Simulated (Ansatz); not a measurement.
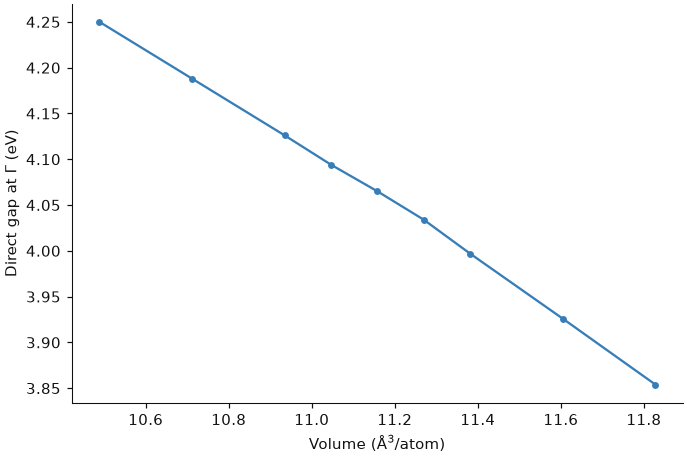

Direct gap at Γ.

System: ZrO₂, space group P4_2/nmc, 6 atoms in the cell. The cell is scaled at fixed shape and fractional positions. At 11.16 Å³/atom, a = 3.596 Å, c = 5.177 Å (tetragonal axes). Computed with Ansatz 0.2.0: PBEsol, Ansatz PAW set, no spin polarisation, no spin-orbit coupling, 6×6×4 k mesh, 420 eV cutoff.

How does this gap move from 10.49 Å³/atom to 11.83 Å³/atom?

Γ falls by 0.40 eV.

What is the deformation potential dE/d ln V?

A straight line against ln V has a slope of −3.3 eV at Γ.

The values:
| volume | Γ (eV) | pressure (GPa) |
| --- | --- | --- |
| 10.49 Å³/atom | 4.25 | 14.9 |
| 10.71 Å³/atom | 4.19 | 8.6 |
| 10.93 Å³/atom | 4.13 | 3.0 |
| 11.05 Å³/atom | 4.09 | 0.5 |
| 11.16 Å³/atom | 4.06 | −2.0 |
| 11.27 Å³/atom | 4.03 | −4.3 |
| 11.38 Å³/atom | 4.00 | −6.5 |
| 11.60 Å³/atom | 3.93 | −10.6 |
| 11.83 Å³/atom | 3.85 | −14.3 |

The smallest gap over all k points computed is 4.13, 4.07, 4.02, 3.99, 3.96, 3.93, 3.90, 3.84 and 3.77 eV in turn; it lies up to 0.12 eV under the lowest value plotted. The PAW data sets were made with another functional. LDA, GGA and most meta-GGA functionals understate gaps. The usual form of ZrO2 is monoclinic.
